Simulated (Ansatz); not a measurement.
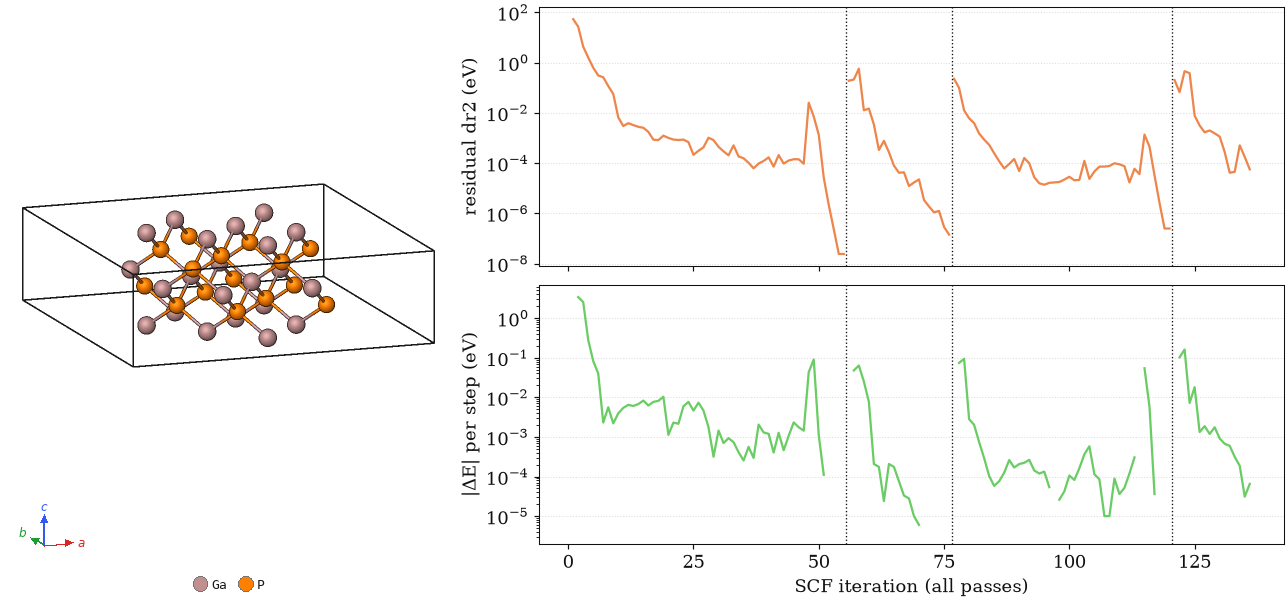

Beside the plot: the structure.

The plot shows the SCF iterations of a calculation: density residual dr2, step-to-step change of the Harris–Foulkes energy. Each stretch between dotted lines is the SCF of one geometry step of a relaxation. Energy differences below 3 × 10⁻⁶ eV aren't drawn. dr2 is the charge part; the magnetisation has a residual of its own.

Program: Ansatz.

```
crystal:
  lattice:
    - [18.6, 0.0, 0.0]
    - [0.0, 18.9, 0.0]
    - [0.0, 0.0, 5.5050736298]
  atoms:
    - { symbol: Ga, position: [0.241024762, 0.5364092171, 0.0], spin: 0.3 }
    - { symbol: Ga, position: [0.5369964626, 0.2451354801, 0.0], spin: 0.3 }
    - { symbol: Ga, position: [0.5369964626, 0.5364092171, 0.0], spin: 0.3 }
    - { symbol: P, position: [0.3150176872, 0.3179539144, 0.75], spin: 0.3 }
    - { symbol: P, position: [0.3150176872, 0.6092276514, 0.75], spin: 0.3 }
    - { symbol: P, position: [0.6109893877, 0.3179539144, 0.75], spin: 0.3 }
    - { symbol: P, position: [0.6109893877, 0.6092276514, 0.75], spin: 0.3 }
    - { symbol: Ga, position: [0.241024762, 0.3907723486, 0.5], spin: 0.3 }
    - { symbol: Ga, position: [0.241024762, 0.6820460856, 0.5], spin: 0.3 }
    - { symbol: Ga, position: [0.5369964626, 0.3907723486, 0.5], spin: 0.3 }
    - { symbol: Ga, position: [0.5369964626, 0.6820460856, 0.5], spin: 0.3 }
    - { symbol: P, position: [0.3150176872, 0.4635907829, 0.25], spin: 0.3 }
    - { symbol: P, position: [0.3150176872, 0.7548645199, 0.25], spin: 0.3 }
    - { symbol: P, position: [0.6109893877, 0.4635907829, 0.25], spin: 0.3 }
    - { symbol: P, position: [0.6109893877, 0.7548645199, 0.25], spin: 0.3 }
    - { symbol: Ga, position: [0.3890106123, 0.2451354801, 0.5], spin: 0.3 }
    - { symbol: Ga, position: [0.3890106123, 0.5364092171, 0.5], spin: 0.3 }
    - { symbol: Ga, position: [0.6849823128, 0.2451354801, 0.5], spin: 0.3 }
    - { symbol: Ga, position: [0.6849823128, 0.5364092171, 0.5], spin: 0.3 }
    - { symbol: P, position: [0.4630035374, 0.3179539144, 0.25], spin: 0.3 }
    - { symbol: P, position: [0.4630035374, 0.6092276514, 0.25], spin: 0.3 }
    - { symbol: P, position: [0.758975238, 0.3179539144, 0.25], spin: 0.3 }
    - { symbol: P, position: [0.758975238, 0.6092276514, 0.25], spin: 0.3 }
    - { symbol: Ga, position: [0.3890106123, 0.3907723486, 0.0], spin: 0.3 }
    - { symbol: Ga, position: [0.3890106123, 0.6820460856, 0.0], spin: 0.3 }
    - { symbol: Ga, position: [0.6849823128, 0.3907723486, 0.0], spin: 0.3 }
    - { symbol: Ga, position: [0.6849823128, 0.6820460856, 0.0], spin: 0.3 }
    - { symbol: P, position: [0.4630035374, 0.4635907829, 0.75], spin: 0.3 }
    - { symbol: P, position: [0.4630035374, 0.7548645199, 0.75], spin: 0.3 }
    - { symbol: P, position: [0.758975238, 0.4635907829, 0.75], spin: 0.3 }
basis:
  ecutwfc: 420
kpoints:
  mp_grid: { grid: [1, 1, 6] }
hamiltonian:
  xc: pbe
scf:
  occupations: { method: gaussian, width: 0.05 }
  lower_state_search: "off"
output:
  forces: true
  stress: true
  eigenvalues: true
  populations: true
  write_density: true
  write_potential: true
  elf: true
  volumetric_format: npy
magnetization:
  spin_polarized: true
relax:
  adjacent_minimum: "off"
  f_tol: 0.02
  max_steps: 45
  cell: { fix: [a, b, alpha, beta, gamma], stress_tol: 0.03 }
```

Launched with:
```bash
ansatz run input.yaml --threads 4 --pin off --max-ram 11264MiB --backend cpu --events-out ev --progress --plain --runs-dir out
```

Did the calculation converge?

Answer. It was still iterating, at step 136, when the time limit ended it. There are 4 passes, of 55, 21, 44 and 16 iterations. In pass 4, the residual is still falling at the last step (down to 6 × 10⁻⁵). After iteration 47 the program gave up density mixing and went on by direct minimisation of the free energy. The program keeps the magnetisation out of the quasi-Newton mixer until iteration 6 and then restarts the mixer with it.
